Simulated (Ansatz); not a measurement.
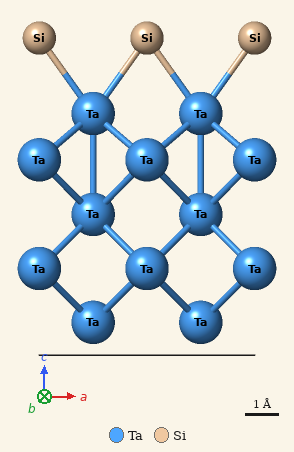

A slab of composition Ta5Si (cut from the Im-3m phase), before the constrained relaxation. Style: ball-and-stick. Shown: the 2 × 2 repeat of the cell, outlined in the plane, without the vacuum, along the b axis.

Case: Si put at a bridge Ta-Ta site. The slab is the (1 0 0) face of Ta with Si on it. 2 atoms are held fixed.

Level of theory: Ansatz 0.2.0, DFT PBEsol, scalar-relativistic, plane waves, PAW.

The input:
```yaml
crystal:
  lattice:
    - [3.2805195246, 0.0, 0.0]
    - [0.0, 3.2805195246, 0.0]
    - [0.0, 0.0, 25.5610390493]
  atoms:
    - { symbol: Ta, position: [0.5, 0.5, 0.3325373427] }
    - { symbol: Ta, position: [0.0, 0.0, 0.3967076512] }
    - { symbol: Ta, position: [0.5, 0.5, 0.4611411122] }
    - { symbol: Ta, position: [0.0, 0.0, 0.5263369554] }
    - { symbol: Ta, position: [0.5, 0.5, 0.5815099114] }
    - { symbol: Si, position: [0.0, 0.5, 0.6714906041] }
basis:
  ecutwfc: 420
kpoints:
  mp_grid: { grid: [9, 9, 1] }
hamiltonian:
  xc: pbesol
scf:
  occupations: { method: gaussian, width: 0.1 }
output:
  forces: true
  eigenvalues: true
  write_density: true
  write_potential: true
  elf: true
  volumetric_format: npy
relax:
  adjacent_minimum: "off"
  f_tol: 0.03
  max_steps: 70
  constraints: [{ sites: [0, 1] }]
efield:
  axis: 3
  dipole_correction: true
  ramp_width: 0.04
```

Run as
```bash
ansatz run input.yaml --threads 1 --pin off --max-ram 2560MiB --backend cpu --events-out ev --progress --plain --runs-dir out
```

**Where does the constrained relaxation end?**

The largest move is that of Si6, 0.25 Å along the normal (−c). By element the largest moves are Si 0.25 Å, Ta 0.11 Å. The cell doesn't change. Some distances before and after: Ta5–Si6 2.825 → 2.547 Å, Ta3–Ta5 3.077 → 3.193 Å, Ta4–Ta5 2.715 → 2.779 Å, Ta2–Ta4 3.313 → 3.298 Å. Bond angles that change, for instance: Ta5–Si6–Ta5 71.0° → 80.2°. After 4 geometry steps the energy has fallen by 0.258 eV per cell of the calculation. The largest force component goes from 1.8 to 0.012 eV/Å.

Step by step:

```
step  E − E(0), meV/atom  largest force component, eV/Å
   0                0.00                         1.8165
   1              -37.04                         0.4898
   2              -42.25                         0.1487
   3              -42.95                         0.0525
   4              -42.98                         0.0123
```

After the run, drawn alike:

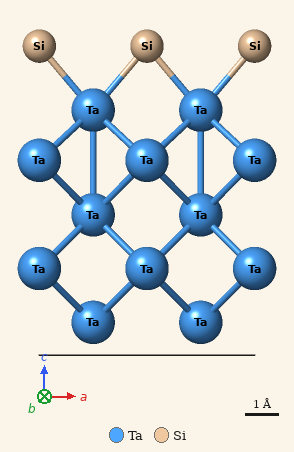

Limits of the set-up: the periodic images lie only 3.3 Å apart, so the values are limited by the cell's size.
